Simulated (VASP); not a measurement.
GaN, space group Fm-3m (No. 225), a = 4.270 Å, b = 4.270 Å, c = 4.270 Å, α = 90.00°, β = 90.00°, γ = 90.00°

| site | Wyckoff | x | y | z |
| --- | --- | --- | --- | --- |
| Ga | 4a | 0.0000 | 0.0000 | 0.0000 |
| N | 4b | 0.5000 | 0.0000 | 0.0000 |

Source: a cell listed in the Materials Project, as set up for an electronic-structure calculation.

### Describe the coordination of Ga.

GaN6: an essentially ideal octahedron (coordination number 6, S = 0.00; next best trigonal prism, S = 16.7). Bonds: 6 × Ga–N 2.14 Å. The next neighbour, not counted, lies at 3.02 Å.

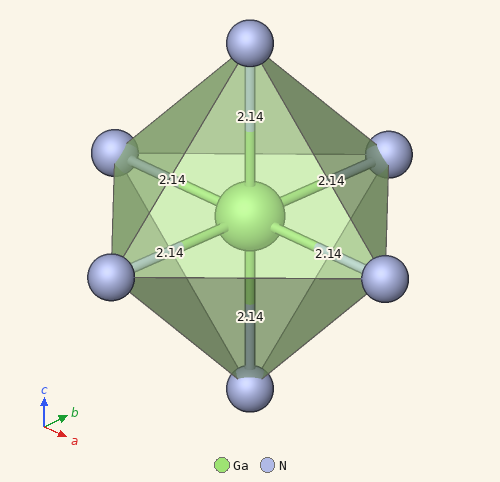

The polyhedron about Ga. The shape measure S (0 to 100) is the computed least-squares distance from an ideal polyhedron; S = 0 means ideal.
